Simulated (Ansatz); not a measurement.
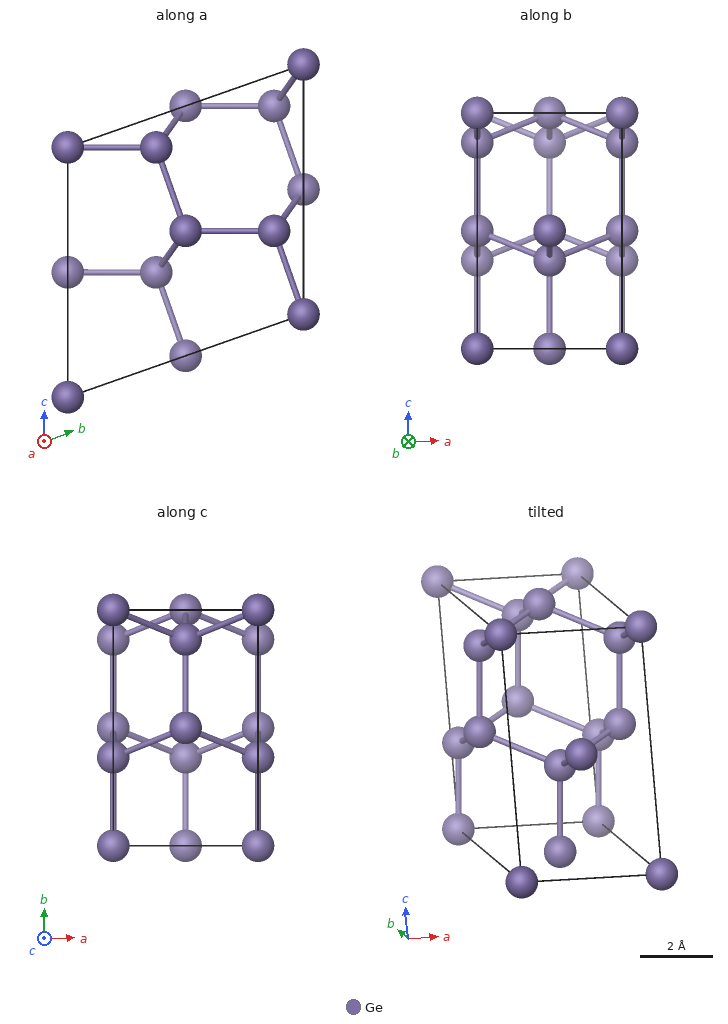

The image is a ball-and-stick drawing of a crystal, viewed along the a axis, along the b axis, along the c axis and slightly off an axis. One unit cell is framed, with atoms on its boundary repeated.

Lattice parameters: a = 4.022 Å, b = 6.943 Å, c = 6.943 Å, α = 70.63°, β = 90.00°, γ = 90.00°. Put a along x and b in the xy plane.

### Give the structure in the form of a POSCAR file.

```
Ge
1.0
     4.022    0.000    0.000
     0.000    6.943    0.000
     0.000    2.302    6.550
Ge
8
Direct
  0.0000 0.0000 0.0000
  0.5000 0.8752 0.8753
  0.4998 0.0000 0.5000
  0.9998 0.8753 0.3752
  0.4999 0.5000 0.0000
  0.9999 0.3753 0.8752
  0.0000 0.5000 0.5000
  0.5000 0.3753 0.3752
```

Provenance: a structure type filled with this element by a generator (whether the element takes this form wasn't checked). A relaxation with Ansatz, DFT, PBEsol, plane waves, PAW gave the geometry drawn.
